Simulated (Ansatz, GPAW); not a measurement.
# hexatriene-1,6-dithiol between two Ni chains: relaxation, then transmission at several levels

Aim: the conductance of hexatriene-1,6-dithiol between two Ni chains after relaxation, and whether geometry, basis or functional moves it most.

Program: GPAW 26.7.0 and Ansatz 0.2.0. Level of theory: Ansatz plane waves; relaxation of the junction with the lead ends held; PAW set soft_1, in the first sound run; inputs show where later runs differ. Results are calculated unless marked as measured.

## 1. Starting point

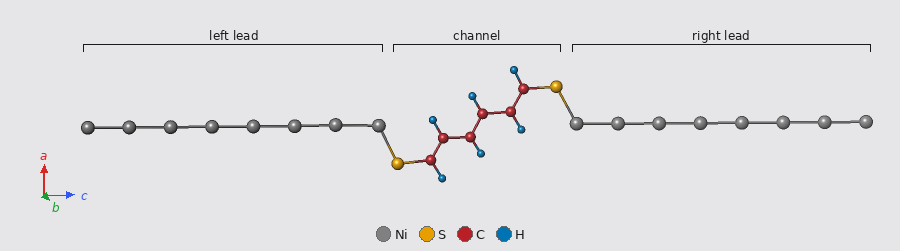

Start, viewed from the side, with the c axis across the page; nickel grey, sulfur orange, carbon red, hydrogen blue.

The cell holds 30 atoms: 16 Ni, 2 S, 6 C and 6 H. Cell: a = 12.086 Å, b = 9.000 Å, c = 42.781 Å, α = 90.0°, β = 90.0°, γ = 90.0°. Regions: left lead, 8 atoms (8 Ni); channel, 14 atoms (2 S, 6 C and 6 H); right lead, 8 atoms (8 Ni). Vacuum lies along a and b. The structure is stacked along c, and the current runs across the ab planes.

## 2. Relaxation

Transmission follows bond lengths closely, so the atoms between the held lead ends are relaxed first, from a slightly shaken start that lets symmetry break.

File input.yaml:

```yaml
crystal:
  lattice:
    - [12.086046068, 0.0, 0.0]
    - [0.0, 9.0, 0.0]
    - [0.0, 0.0, 42.7813647821]
  atoms:
    - { symbol: Ni, position: [0.5, 0.5, 0.0252446364], spin: 1.0 }
    - { symbol: Ni, position: [0.5, 0.5, 0.0757339093], spin: 1.0 }
    - { symbol: Ni, position: [0.5, 0.5, 0.1262231822], spin: 1.0 }
    - { symbol: Ni, position: [0.5, 0.5, 0.176712455], spin: 1.0 }
    - { symbol: Ni, position: [0.5, 0.5, 0.2272017279], spin: 1.0 }
    - { symbol: Ni, position: [0.5, 0.5, 0.2776910008], spin: 1.0 }
    - { symbol: Ni, position: [0.5039085764, 0.5024776113, 0.3275001489], spin: 1.0 }
    - { symbol: Ni, position: [0.4994737623, 0.4990442336, 0.3803261689], spin: 1.0 }
    - { symbol: S, position: [0.3346614794, 0.5045836199, 0.4031825119] }
    - { symbol: C, position: [0.3491293179, 0.4999879606, 0.4437108168] }
    - { symbol: H, position: [0.5223122883, 0.500363741, 0.4461176577] }
    - { symbol: H, position: [0.269773635, 0.5041057798, 0.4574754628] }
    - { symbol: C, position: [0.4434053135, 0.4993737811, 0.4588957743] }
    - { symbol: C, position: [0.4473815999, 0.5010247552, 0.4920059621] }
    - { symbol: H, position: [0.6237673638, 0.4947360655, 0.4944089077] }
    - { symbol: H, position: [0.3754563985, 0.4982356929, 0.5047955844] }
    - { symbol: C, position: [0.5471086197, 0.4994931811, 0.5068137868] }
    - { symbol: C, position: [0.5550503062, 0.4964122825, 0.5413037879] }
    - { symbol: H, position: [0.7354252935, 0.5005485318, 0.5451888475] }
    - { symbol: H, position: [0.4771869532, 0.4962095411, 0.554139879] }
    - { symbol: C, position: [0.6536190802, 0.5012438347, 0.5568357517] }
    - { symbol: S, position: [0.6622129944, 0.5029482818, 0.5968413631] }
    - { symbol: Ni, position: [0.5017377704, 0.5014954649, 0.6215069653], spin: 1.0 }
    - { symbol: Ni, position: [0.5005488197, 0.4975907904, 0.6721991163], spin: 1.0 }
    - { symbol: Ni, position: [0.5, 0.5, 0.7223089992], spin: 1.0 }
    - { symbol: Ni, position: [0.5, 0.5, 0.7727982721], spin: 1.0 }
    - { symbol: Ni, position: [0.5, 0.5, 0.823287545], spin: 1.0 }
    - { symbol: Ni, position: [0.5, 0.5, 0.8737768178], spin: 1.0 }
    - { symbol: Ni, position: [0.5, 0.5, 0.9242660907], spin: 1.0 }
    - { symbol: Ni, position: [0.5, 0.5, 0.9747553636], spin: 1.0 }
magnetization:
  spin_polarized: true
kpoints:
  mp_grid: { grid: [1, 1, 2] }
hamiltonian:
  xc: pbe
  pseudopotentials: { kind: paw, azcp: { folder: soft_1 } }
scf:
  occupations: { method: fermi_dirac, width: 0.1 }
relax:
  f_tol: 0.03
  max_steps: 80
  constraints: [{ sites: [0, 1, 2, 3, 4, 5, 24, 25, 26, 27, 28, 29] }]
```

Launch:

```console
$ ansatz run input.yaml --threads 4 --pin off --max-ram 8192MiB --backend cpu --events-out ev --progress --plain --runs-dir out
```

Numbers of over 12 decimals in the logs are rounded to 6 here.

Log:

```text
Engine: ansatz 0.2.0, aarch64-unknown-linux-gnu
Pseudopotentials: kind: paw
Pseudopotential: Ni, paw, valence charge 18, recommended cutoff 420 eV (normal), soft_1/Ni.paw.azcp
Pseudopotential: S, paw, valence charge 6, recommended cutoff 420 eV (normal), soft_1/S.paw.azcp
Pseudopotential: C, paw, valence charge 4, recommended cutoff 420 eV (normal), soft_1/C.paw.azcp
Pseudopotential: H, paw, valence charge 1, recommended cutoff 420 eV (normal), soft_1/H.paw.azcp
Functional definition: PBE
  parameter kappa = 0.804
  parameter beta = 0.066725
  exchange = pbe_x(kappa = kappa, mu = beta*pi^2/3)
  correlation = pbe_c(beta = beta)
Crystal: 30 atoms, lattice volume = 4653.518 Å³
Basis set: ecut = 420 eV, 90925 PW (Γ), exchange–correlation on 162×128×576 points (8 copies of the dense FFT grid, shifted against one another)
Bands: 208, of which v1, the nominal top of the filled ones, is band 165 counted from 1 (164 counted from 0)
Symmetry: 1 space group operations
Space group: P1 (ITA 1), of the structure as read, at distance tolerance 1.7e-4 Å
Magnetic group: BNS 1.1 (UNI 1), of the structure as read, at distance tolerance 1.7e-4 Å
k-points: 2
Non-local potential: Ni, projectors of the file, l = 0: 3, l = 1: 2, l = 2: 3, l = 3: 1
Non-local potential: S, projectors of the file, l = 0: 2, l = 1: 2, l = 2: 1
Non-local potential: C, projectors of the file, l = 0: 2, l = 1: 2, l = 2: 1
Non-local potential: H, projectors of the file, l = 0: 2, l = 1: 1
PAW form: soft (Blöchl's): semilocal exchange-correlation on the pseudo side does not see the compensation charge
PAW one-centre angular grid: Ni, 590 points (default); XC on 64 Gauss nodes
PAW one-centre angular grid: S, 110 points (default); XC on 64 Gauss nodes
PAW one-centre angular grid: C, 110 points (default); XC on 64 Gauss nodes
PAW one-centre angular grid: H, 110 points (default); XC on 64 Gauss nodes
Initial density: superposition of atomic densities (neutral atoms: chi_scale 0, normalization atom)
Starting moments: Σ|m| = 16 μB on 16 of 30 sites
Initial wavefunctions: pseudopotential atomic-orbital guess
Functional: x = pbe(κ = 0.804, μ = 0.219515), c = pbe(β = 0.066725)
SCF iter   1: F=—  HF=-96784.914200 eV  |F-HF|=—  |Δ(HF+E_count)|=         —  Δρ=2.28e-2 (↑2.28e-2 ↓1.21e-2)  dr2=5.82e1  dr2_m=3.08e0  M=19.368 μB ∫|m|=19.661 μB  β_m=0.30  ethr=3.10e-3  ⟨swp⟩=7.0  Hψ=3900  notcnv=0  defer=53
Mixer restart at iter 1: flushing history
preconditioner: auto → LDOS  [metal: Δε(μ)=0.016 eV  Ē_g=5.297 eV  σ=0.100 eV  W_gap=0.04  n_scr=436 (ndim 8)  ℏωp=7.6 eV  f_vac=0.795  D(μ)=59.92/eV (n_scr^D=276)]
spin=Collinear: LDOS preconditioning applied to the charge; magnetization (m = ρ↑ − ρ↓) channel mixes plain (no charge-response kernel on spin).
SCF iter   2: F=—  HF=-96786.518899 eV  |F-HF|=—  |Δ(HF+E_count)|=    1.60e0  Δρ=1.19e-2 (↑1.19e-2 ↓7.92e-3)  dr2=1.40e1  dr2_m=2.02e0  M=19.990 μB ∫|m|=20.242 μB  β_m=0.45  ethr=3.10e-3  ⟨swp⟩=3.0  Hψ=1506  notcnv=0  defer=76
SCF iter   3: F=—  HF=-96793.679587 eV  |F-HF|=—  |Δ(HF+E_count)|=    7.16e0  Δρ=3.32e-3 (↑3.32e-3 ↓2.76e-3)  dr2=1.02e0  dr2_m=1.86e-1  M=19.587 μB ∫|m|=20.071 μB  β_m=0.54  ethr=3.10e-3  ⟨swp⟩=3.5  Hψ=1543  notcnv=0  defer=64
SCF iter   4: F=—  HF=-96796.130467 eV  |F-HF|=—  |Δ(HF+E_count)|=    2.45e0  Δρ=1.51e-3 (↑1.51e-3 ↓1.43e-3)  dr2=1.57e-1  dr2_m=4.50e-2  M=18.973 μB ∫|m|=19.651 μB  β_m=0.60  ethr=3.08e-4  ⟨swp⟩=3.2  Hψ=1431  notcnv=0  defer=65
SCF iter   5: F=—  HF=-96796.379624 eV  |F-HF|=—  |Δ(HF+E_count)|=         —  Δρ=1.50e-3 (↑1.10e-3 ↓1.50e-3)  dr2=2.71e-2  dr2_m=6.63e-2  M=18.433 μB ∫|m|=19.128 μB  β_m=0.60  ethr=4.77e-5  ⟨swp⟩=2.2  Hψ=1450  notcnv=0  defer=65
SCF iter   6: F=—  HF=-96796.471441 eV  |F-HF|=—  |Δ(HF+E_count)|=         —  Δρ=9.05e-4 (↑6.91e-4 ↓9.05e-4)  dr2=7.62e-3  dr2_m=2.54e-2  M=18.276 μB ∫|m|=18.986 μB  β_m=0.60  ethr=8.22e-6  ⟨swp⟩=2.2  Hψ=1270  notcnv=0  defer=65
SCF iter   7: F=—  HF=-96796.502020 eV  |F-HF|=—  |Δ(HF+E_count)|=   3.06e-2  Δρ=6.11e-4 (↑4.38e-4 ↓6.11e-4)  dr2=3.40e-3  dr2_m=1.10e-2  M=18.167 μB ∫|m|=18.886 μB  β_m=0.80  ethr=2.31e-6  ⟨swp⟩=2.0  Hψ=1236  notcnv=0  defer=65
SCF iter   8: F=—  HF=-96796.519799 eV  |F-HF|=—  |Δ(HF+E_count)|=   1.78e-2  Δρ=3.57e-4 (↑1.64e-4 ↓3.57e-4)  dr2=7.26e-3  dr2_m=5.94e-4  M=18.023 μB ∫|m|=18.751 μB  β_m=0.63  ethr=1.03e-6  ⟨swp⟩=2.0  Hψ=1534  notcnv=0  defer=68
SCF iter   9: F=—  HF=-96796.518813 eV  |F-HF|=—  |Δ(HF+E_count)|=   9.86e-4  Δρ=4.98e-5 (↑3.72e-5 ↓4.98e-5)  dr2=3.06e-4  dr2_m=4.04e-5  M=18.006 μB ∫|m|=18.736 μB  β_m=0.73  ethr=1.03e-6  ⟨swp⟩=2.0  Hψ=1508  notcnv=0  defer=68
SCF iter  10: F=—  HF=-96796.519046 eV  |F-HF|=—  |Δ(HF+E_count)|=   2.33e-4  Δρ=3.39e-5 (↑2.74e-5 ↓3.39e-5)  dr2=9.02e-5  dr2_m=1.92e-5  M=18.002 μB ∫|m|=18.732 μB  β_m=0.85  ethr=9.28e-8  ⟨swp⟩=2.0  Hψ=1339  notcnv=0  defer=68
SCF iter  11: F=—  HF=-96796.519090 eV  |F-HF|=—  |Δ(HF+E_count)|=   4.38e-5  Δρ=3.15e-5 (↑1.06e-5 ↓3.15e-5)  dr2=3.88e-5  dr2_m=9.00e-6  M=18.000 μB ∫|m|=18.730 μB  β_m=0.92  ethr=2.73e-8  ⟨swp⟩=2.0  Hψ=1478  notcnv=0  defer=68
SCF iter  12: F=—  HF=-96796.519111 eV  |F-HF|=—  |Δ(HF+E_count)|=   2.07e-5  Δρ=1.89e-5 (↑7.50e-6 ↓1.89e-5)  dr2=1.17e-5  dr2_m=3.24e-6  M=17.998 μB ∫|m|=18.728 μB  β_m=0.96  ethr=1.17e-8  ⟨swp⟩=2.0  Hψ=1427  notcnv=0  defer=68
SCF iter  13: F=—  HF=-96796.519119 eV  |F-HF|=—  |Δ(HF+E_count)|=   8.42e-6  Δρ=1.52e-5 (↑4.71e-6 ↓1.52e-5)  dr2=6.71e-6  dr2_m=1.90e-6  M=17.997 μB ∫|m|=18.728 μB  β_m=0.98  ethr=3.55e-9  ⟨swp⟩=2.0  Hψ=1500  notcnv=0  defer=68
SCF iter  14: F=—  HF=-96796.519123 eV  |F-HF|=—  |Δ(HF+E_count)|=   4.12e-6  Δρ=1.32e-5 (↑3.54e-6 ↓1.32e-5)  dr2=5.37e-6  dr2_m=1.56e-6  M=17.997 μB ∫|m|=18.727 μB  β_m=0.99  ethr=2.03e-9  ⟨swp⟩=2.0  Hψ=1513  notcnv=0  defer=68
SCF iter  15: F=—  HF=-96796.519133 eV  |F-HF|=—  |Δ(HF+E_count)|=   9.42e-6  Δρ=2.49e-5 (↑4.26e-6 ↓2.49e-5)  dr2=3.53e-5  dr2_m=5.61e-6  M=17.997 μB ∫|m|=18.728 μB  β_m=0.60  ethr=1.63e-9  ⟨swp⟩=2.0  Hψ=1508  notcnv=0  defer=68
SCF iter  16: F=-96796.519127 eV  HF=-96796.519141 eV  |F-HF|=1.46e-5  |Δ(HF+E_count)|=   8.63e-6  Δρ=1.59e-5 (↑3.98e-6 ↓1.59e-5)  dr2=1.66e-5  dr2_m=1.95e-6  M=17.995 μB ∫|m|=18.726 μB  ethr=1.63e-9  ⟨swp⟩=1.0  Hψ=2358  notcnv=0
SCF 1 converged in 16 iterations: F = -96796.519127 eV  dr2 = 1.66e-5
  greatest PAW one-centre occupation: 1.001 electrons in one spin orbital (limit 2), on the Ni atom at site 7 (counted from 0), in its partial waves of l = 1
[...]
relax step  13: F+E_penalty+E_count = -96798.04161716 eV  Δ(F+E_penalty+E_count) = -1.116e-3 eV  max|allowed force component| = 4.167e-2 eV/Å  Δτ_max = 0.0723 Å  (13 SCF iters, accepted)
relax step  14: F+E_penalty+E_count = -96798.04174472 eV  Δ(F+E_penalty+E_count) = -1.276e-4 eV  max|allowed force component| = 5.570e-2 eV/Å  Δτ_max = 0.0377 Å  (10 SCF iters, dr2 threshold 1.74e-6 eV, accepted)
relax step  15: F+E_penalty+E_count = -96798.04243373 eV  Δ(F+E_penalty+E_count) = -6.890e-4 eV  max|allowed force component| = 8.199e-3 eV/Å  Δτ_max = 0.0131 Å  (6 SCF iters, dr2 threshold 3.10e-6 eV, accepted)
iter 1 solved again at ethr=1.24e-10 eV; its pass at ethr=3.10e-3 eV (dr2=4.08e-7 eV) is discarded
SCF iter   1: F=—  HF=-96798.042434 eV  |F-HF|=—  |Δ(HF+E_count)|=         —  Δρ=3.35e-6 (↑3.35e-6 ↓2.21e-6)  dr2=4.06e-7  dr2_m=1.96e-7  M=17.074 μB ∫|m|=18.097 μB  β_m=0.65  ethr=1.24e-10  ⟨swp⟩=1.0  Hψ=2241  notcnv=0  defer=1
preconditioner: auto → LDOS  [metal: Δε(μ)=0.008 eV  Ē_g=5.430 eV  σ=0.100 eV  W_gap=0.02  n_scr=184 (ndim 8)  ℏωp=7.7 eV  f_vac=0.821  D(μ)=46.00/eV (n_scr^D=184)]
spin=Collinear: LDOS preconditioning applied to the charge; magnetization (m = ρ↑ − ρ↓) channel mixes plain (no charge-response kernel on spin).
SCF iter   2: F=—  HF=-96798.042434 eV  |F-HF|=—  |Δ(HF+E_count)|=   1.18e-7  Δρ=2.26e-6 (↑1.41e-6 ↓2.26e-6)  dr2=1.04e-7  dr2_m=1.05e-7  M=17.074 μB ∫|m|=18.097 μB  β_m=0.65  ethr=1.23e-10  ⟨swp⟩=2.5  Hψ=1491  notcnv=0  defer=1
SCF iter   3: F=—  HF=-96798.042435 eV  |F-HF|=—  |Δ(HF+E_count)|=   3.97e-7  Δρ=1.41e-6 (↑1.41e-6 ↓1.29e-6)  dr2=6.32e-8  dr2_m=4.57e-8  M=17.074 μB ∫|m|=18.097 μB  β_m=0.81  ethr=3.14e-11  ⟨swp⟩=2.0  Hψ=1503  notcnv=0  defer=1
SCF iter   4: F=—  HF=-96798.042435 eV  |F-HF|=—  |Δ(HF+E_count)|=   1.39e-7  Δρ=7.70e-7 (↑5.17e-7 ↓7.70e-7)  dr2=3.31e-8  dr2_m=5.71e-9  M=17.075 μB ∫|m|=18.097 μB  β_m=0.76  ethr=1.91e-11  ⟨swp⟩=2.2  Hψ=1511  notcnv=0  defer=1
SCF iter   5: F=-96798.042435 eV  HF=-96798.042435 eV  |F-HF|=2.36e-9  |Δ(HF+E_count)|=   2.72e-8  Δρ=6.89e-7 (↑1.52e-7 ↓6.89e-7)  dr2=1.79e-8  dr2_m=5.69e-9  M=17.075 μB ∫|m|=18.097 μB  ethr=1.00e-11  ⟨swp⟩=2.0  Hψ=2626  notcnv=0
SCF 16 converged in 5 iterations: F = -96798.042435 eV  dr2 = 1.79e-8
relax step  16: F+E_penalty+E_count = -96798.04243469 eV  Δ(F+E_penalty+E_count) = -9.595e-7 eV  max|allowed force component| = 8.207e-3 eV/Å  Δτ_max = 0.0000 Å  (5 SCF iters, accepted)
SCF converged after 5 iterations
Magnetization: 17.0746 μB (173.5373 up, 156.4627 down)
Absolute magnetization: 18.1026 μB (∫|ρ↑−ρ↓|, with the PAW one-centre terms)
Spin contamination: 0.2772 ħ² per cell (⟨S²⟩ above its minimum at these occupations)
Per-site moments (μB) at R_I (Å): [(1.092274, 0.891000), (1.088279, 0.891000), (1.093039, 0.891000), (1.074300, 0.891000), (1.100889, 0.891000), (1.037115, 0.891000), (0.994530, 0.903321), (0.740202, 0.861663), (0.014565, 0.707511), (-0.00240114, 0.452545), (-0.000160297, 0.451192), (0.00098389, 0.452545), (0.0034196, 0.451192), (0.000381849, 0.452014), (6.869071511591324e-6, 0.452018), (6.92351101207049e-6, 0.452014 [...]
Free energy (F): -96798.042435 eV
Harris-Foulkes:  -96798.042435 eV  (|F-HF|=2.36e-9)
Internal energy: -96796.559222 eV  (E = F + TS)
E sigma→0 (E₀):  -96797.300829 eV
Entropy (-TS):   -1.483212 eV (-49.440 meV/atom)
Fermi energy:    -3.620225 eV
--- Per-component energies (eV) ---
  E_band       = -11083.312400
  E_kinetic    = 6202.633978
  E_local      = -157285.340941  (includes V_loc(G=0)·N_el)
  E_nonlocal   = -1555.269647
  E_hartree    = 77125.308603
  E_xc         = -2248.745094
  E_vxc        = -2813.396923  (∫ρ·V_xc dr)
  E_paw        = -28452.507269  (= ΣΔE_a)
  E_vpaw       = -9882.568705  (= ΣTr[D̂ρ^β])
  E_aug_tail   = 0.008559  (compensation charges beyond the density's cutoff)
  E_ewald      = 9417.352589
  E_smearing   = -1.483212  (= −TS)
  E_closure    = 0.000000  (closes the sum)
  Σ components = -96798.042435   (vs F -96798.042435, Δ=0.00e0)
--- Forces (eV/Å), atoms counted from 1 ---
  atom   1  Ni     0.00240050    -0.00196200     0.04411138
  atom   2  Ni    -0.00533330     0.00378881    -0.02256007
  atom   3  Ni     0.00265569    -0.00177946    -0.04997356
  atom   4  Ni     0.01706552    -0.01311487     0.10224880
  atom   5  Ni    -0.13935751     0.11069858     0.05558829
  atom   6  Ni     0.13379412    -0.11009973     0.52374156
  atom   7  Ni     0.00610421    -0.00060218    -0.00116113
  atom   8  Ni    -0.00719440    -0.00501473     0.00820745
  atom   9  S      0.00525870     0.00370548    -0.00489981
  atom  10  C     -0.00094097     0.00434323    -0.00066775
  atom  11  H     -0.00060485    -0.00058211     0.00412761
  atom  12  H      0.00579074    -0.00411906    -0.00463337
  atom  13  C     -0.00478361     0.00330767    -0.00044602
  atom  14  C     -0.00341689    -0.00361629    -0.00088232
  atom  15  H     -0.00532067     0.00047974     0.00119428
  atom  16  H      0.00487315    -0.00112144    -0.00109444
  atom  17  C      0.00395924     0.00351936     0.00130925
  atom  18  C      0.00500643    -0.00182350    -0.00060414
  atom  19  H     -0.00471790     0.00357975     0.00407523
  atom  20  H      0.00053428    -0.00028189    -0.00402358
  atom  21  C     -0.00120640    -0.00391082    -0.00029784
  atom  22  S     -0.00322017    -0.00340770     0.00517695
  atom  23  Ni     0.00609944     0.00421360    -0.00607769
  atom  24  Ni    -0.00672877     0.00114386     0.00115168
  atom  25  Ni    -0.13392474     0.10950670    -0.52413874
  atom  26  Ni     0.14007339    -0.10973887    -0.05569019
  atom  27  Ni    -0.01714952     0.01295156    -0.10221536
  atom  28  Ni    -0.00265008     0.00179302     0.05001883
  atom  29  Ni     0.00534588    -0.00377338     0.02250482
  atom  30  Ni    -0.00243354     0.00190276    -0.04408791
  max |Σ_I F_I| component: 2.20e-5 eV/Å
--- Relaxed structure (16 steps of the walk, 16 accepted, 0 SCFs on fresh bases) ---
  F+E_penalty+E_count = -96798.04243469 eV   max|allowed force component| = 8.207e-3 eV/Å
  atoms:
    - { symbol: Ni, position: [0.500000, 0.5, 0.025245] }
    - { symbol: Ni, position: [0.500000, 0.5, 0.075734] }
    - { symbol: Ni, position: [0.500000, 0.5, 0.1262231822] }
    - { symbol: Ni, position: [0.500000, 0.5, 0.176712455] }
    - { symbol: Ni, position: [0.500000, 0.5, 0.227202] }
    - { symbol: Ni, position: [0.500000, 0.5, 0.2776910008] }
    - { symbol: Ni, position: [0.406597, 0.596632, 0.316558] }
    - { symbol: Ni, position: [0.465697, 0.503474, 0.361060] }
    - { symbol: S, position: [0.353670, 0.472930, 0.397682] }
    - { symbol: C, position: [0.374827, 0.492930, 0.437102] }
    - { symbol: H, position: [0.549956, 0.488256, 0.446035] }
    - { symbol: H, position: [0.294602, 0.499941, 0.449009] }
    - { symbol: C, position: [0.467324, 0.494798, 0.456371] }
    - { symbol: C, position: [0.456810, 0.501756, 0.489272] }
    - { symbol: H, position: [0.627821, 0.492389, 0.501421] }
    - { symbol: H, position: [0.372493, 0.508586, 0.498578] }
    - { symbol: C, position: [0.543500, 0.499187, 0.510726] }
    - { symbol: C, position: [0.532976, 0.506128, 0.543627] }
    - { symbol: H, position: [0.705696, 0.501124, 0.551001] }
    - { symbol: H, position: [0.450338, 0.512667, 0.553960] }
    - { symbol: C, position: [0.625460, 0.508061, 0.562901] }
    - { symbol: S, position: [0.646539, 0.528148, 0.602321] }
    - { symbol: Ni, position: [0.534521, 0.497225, 0.638922] }
    - { symbol: Ni, position: [0.593819, 0.404244, 0.683423] }
    - { symbol: Ni, position: [0.500000, 0.5, 0.7223089992] }
    - { symbol: Ni, position: [0.500000, 0.5, 0.7727982721] }
    - { symbol: Ni, position: [0.500000, 0.5, 0.823287545] }
    - { symbol: Ni, position: [0.500000, 0.5, 0.8737768178] }
    - { symbol: Ni, position: [0.500000, 0.5, 0.9242660907] }
    - { symbol: Ni, position: [0.500000, 0.5, 0.9747553636] }
```

Wall time 50 min (4 threads of Arm Neoverse N1, shared host); peak memory 6.7 GiB.

The steps of the relaxation:

```
step  energy less that of the first step (eV)  largest force component (eV/Å)
   1                                   0.0000                          3.3430
   2                                  -0.4925                          1.7090
   3                                  -0.7207                          0.7297
   4                                  -0.8602                          0.3204
   5                                  -0.9946                          0.3213
   6                                  -1.1292                          0.3210
   7                                  -1.2675                          0.2933
   8                                  -1.3864                          0.2160
   9                                  -1.4747                          0.0979
  10                                  -1.5175                          0.0745
  11                                  -1.5214                          0.0265
  12                                  -1.5214                          0.0265
  13                                  -1.5225                          0.0417
  14                                  -1.5226                          0.0557
  15                                  -1.5233                          0.0082
  16                                  -1.5233                          0.0082
```

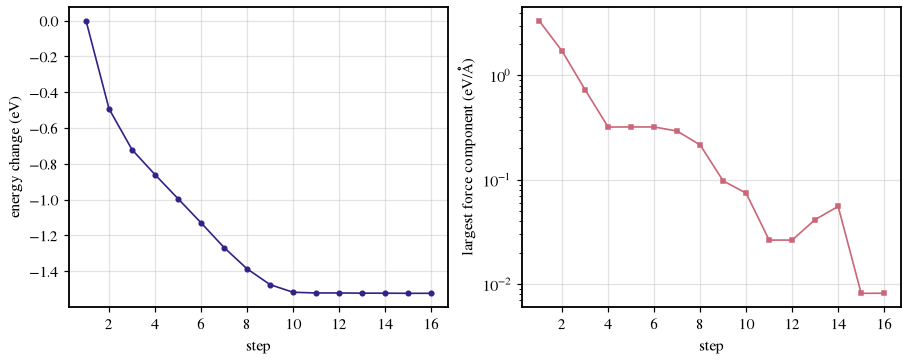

Energy and largest force along the relaxation.

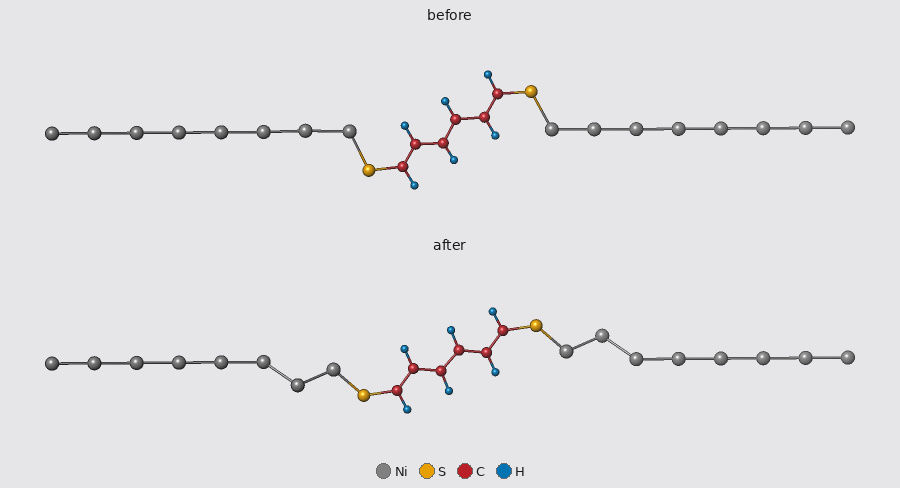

Before and after, at one scale.

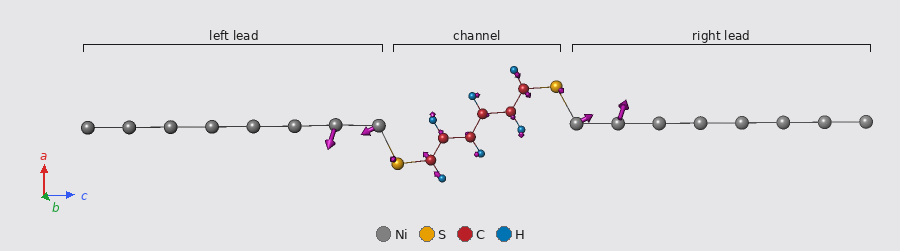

Displacements in the relaxation, scaled; the longest in the cell stands for 1.52 Å.

The atoms that moved most (Å):

```
atom      dx      dy      dz  length
 Ni7  -1.176   0.847  -0.468   1.523
Ni24   1.127  -0.840   0.480   1.486
 Ni8  -0.408   0.040  -0.824   0.921
Ni23   0.396  -0.038   0.745   0.845
 H12   0.300  -0.037  -0.362   0.472
 H19  -0.359   0.005   0.249   0.437
  S9   0.230  -0.285  -0.235   0.435
 C21  -0.340   0.061   0.259   0.432
```

Numbers from this step:

- free energy: -96798.0424 eV
- smearing term TS: 1.483 eV
- magnetization: 17.07 μB
- absolute magnetization: 18.10 μB
- symmetry operations: 1

[end of part 1 of 5]

[Logs are printed without paths, hosts, clocks, repeated set-up lines and the standing remarks that a program may print on its own settings, such as how far it seeks lower states.]

[Hosts, paths, dates, database ids (printed as entryN), source tags and the programs' standing remarks are cut or masked in the printed files.]
